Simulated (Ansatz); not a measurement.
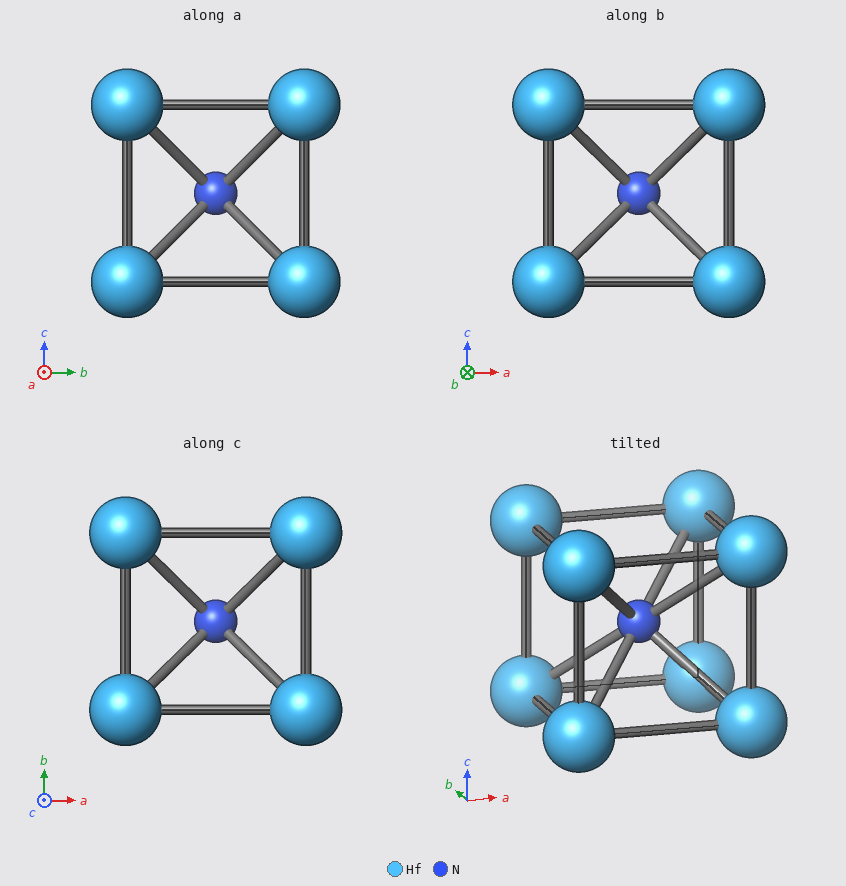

Crystal structure, ball-and-stick style, seen along the a axis, along the b axis, along the c axis and slightly off an axis. One unit cell is outlined, and atoms on its boundary appear in each equivalent place.

Lattice parameters: a = 2.8462 Å, b = 2.7904 Å, c = 2.7904 Å, α = 90.000°, β = 90.000°, γ = 90.000°.

Write down what is shown as a CIF in P1 with every atom of the cell.

```cif
data_structure
_symmetry_space_group_name_H-M 'P 1'
_symmetry_Int_Tables_number 1
_cell_length_a 2.8462
_cell_length_b 2.7904
_cell_length_c 2.7904
_cell_angle_alpha 90.000
_cell_angle_beta 90.000
_cell_angle_gamma 90.000
_cell_volume 22.16
loop_
_atom_site_label
_atom_site_type_symbol
_atom_site_fract_x
_atom_site_fract_y
_atom_site_fract_z
_atom_site_occupancy
Hf1 Hf 0.0000 0.0000 0.0000 1
N1 N 0.5000 0.5000 0.5000 1
```

The initial geometry was a structure type filled with these elements by a generator (whether the compound takes this form wasn't checked). The cell was then strained or its atoms displaced on purpose. Ansatz was used for an electronic-structure calculation on it.

At this level of theory the cell isn't at rest (stretched, at -5 GPa), so its distances can differ from those at equilibrium, the more so the softer the solid.
